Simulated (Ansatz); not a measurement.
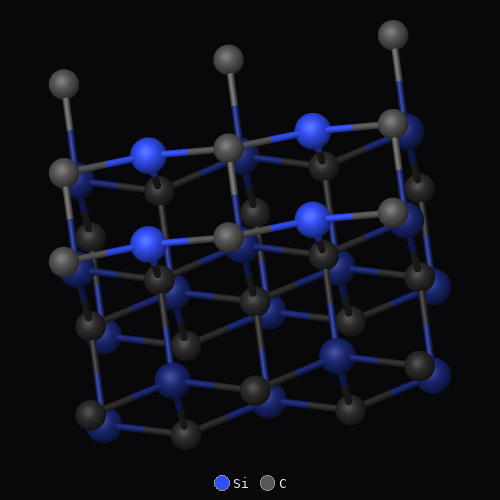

The system is H on a SiC(110) slab cut from the F-43m phase, its upper half relaxed before the scan (32 atoms of substrate and one adsorbate in a 2 × 2 cell); the picture shows it without the atoms that are moved over the map. H is moved over the surface cell at a fixed height above a rigid substrate; the origin of the map has the adsorbate above C29; the height is held at 3.40 Å. Places are given modulo a cell vector. The map is drawn in real space over the plane of the surface. The scan uses a 4 × 4 grid; 12 points were computed and 4 follow by symmetry. Places are given in fractions of the 1 × 1 surface cell. All energies are given in meV relative to the lowest grid point. At a fixed height the lowest place need not be the adsorption site. Computed with Ansatz 0.2.0, DFT PBE+D3(BJ), scalar-relativistic, plane waves, PAW. Settings: cutoff 420 eV, k-mesh 5×3×1, gaussian smearing 0.05 eV, spin-polarised.

Range: position of H33 along the first surface vector from 0.00 to 0.75; position of H33 along the second surface vector from 0.00 to 0.75.

**What will the energy surface look like?**

The lowest grid point is at (2/4, 1/4) of the cell vectors [nearest 1 Si at 3.65 Å]. The highest grid point, the top site over a surface C atom, (0/4, 0/4) of the cell vectors, lies 5.54 meV above the lowest. At the lowest point the adsorbate has 1 Si at 3.65 Å as nearest neighbours, at the highest 1 C at 3.40 Å.

```
second ↓, first →   0/4   1/4   2/4   3/4
              3/4  4.66  3.98  3.25  3.98
              2/4  2.31  1.25  0.19  1.25
              1/4  3.61  1.82  0.00  1.82
              0/4  5.54  4.39  3.13  4.39
```

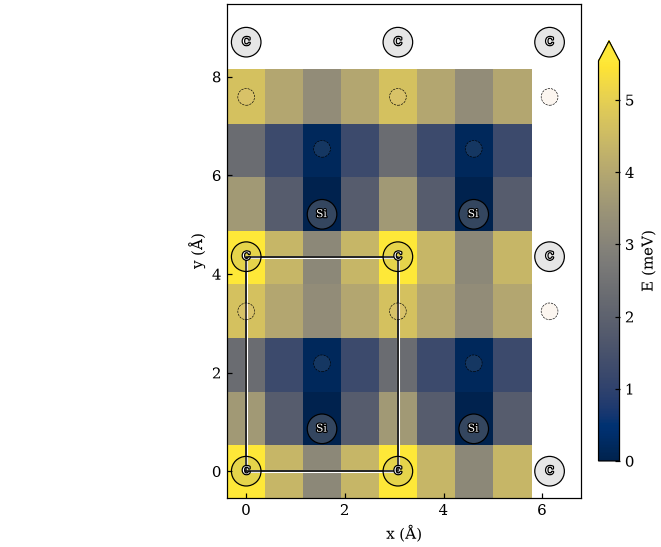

In the figure: one coloured cell a grid point, labelled circles for the atoms of the top layer and small ones for the second layer, the outline of one cell of the 2 × 2 shown, one colour for all values above the top of the scale.

Each point was launched as `ansatz run input.yaml --threads 4 --pin off --max-ram 12288MiB --backend cpu --events-out ev --progress --plain --runs-dir out`. Time for the 12 points that were run: 18 min on 4 threads of Arm Neoverse V1, on a shared host.

PAW datasets: the set soft_1.
